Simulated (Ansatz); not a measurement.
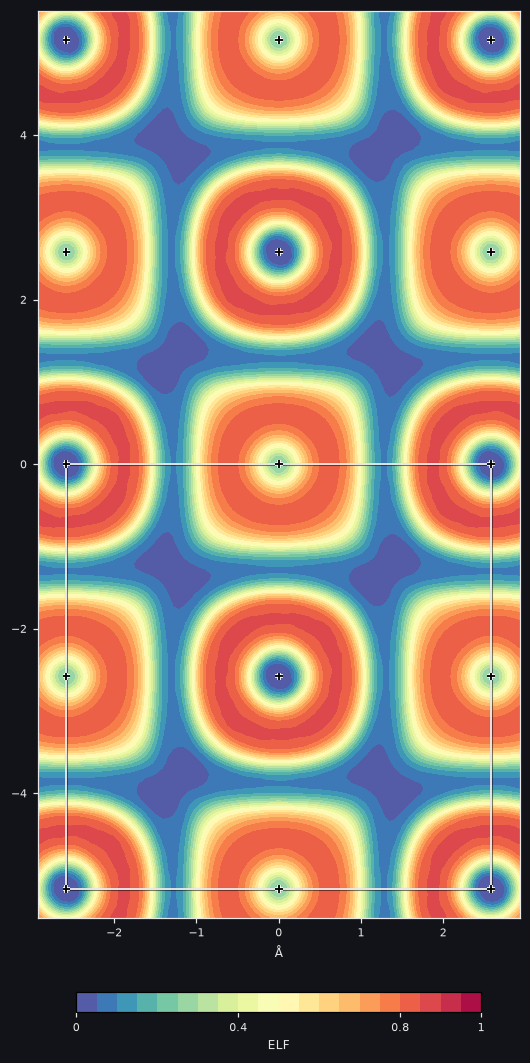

The ELF on a plane through atoms (crosses mark nuclei in the plane).

Computed with DFT, PBE, plane waves, PAW in Ansatz.

Candidates:
A. NaF, a = 4.59 Å, b = 4.59 Å, c = 4.59 Å, α = 90.00°, β = 90.00°, γ = 90.00°. Space group Fm-3m; started from the rocksalt prototype, which need not be the ambient phase; computed pressure about 4 GPa in this cell.
B. ZnO, a = 3.24 Å, b = 3.24 Å, c = 5.21 Å, α = 90.00°, β = 90.00°, γ = 120.00°. Space group P6₃mc; started from the wurtzite prototype, which need not be the ambient phase; computed pressure about 6 GPa in this cell.
C. SrO, a = 5.16 Å, b = 5.16 Å, c = 5.16 Å, α = 90.00°, β = 90.00°, γ = 90.00°. Space group Fm-3m; started from the rocksalt prototype, which need not be the ambient phase.

**Which system is this?**

Candidate C: SrO on the (100) plane of the conventional cell, which holds Sr and O. Sr–O (2.58 Å): the ELF is about 0.10 at the midpoint: a largely ionic contact.
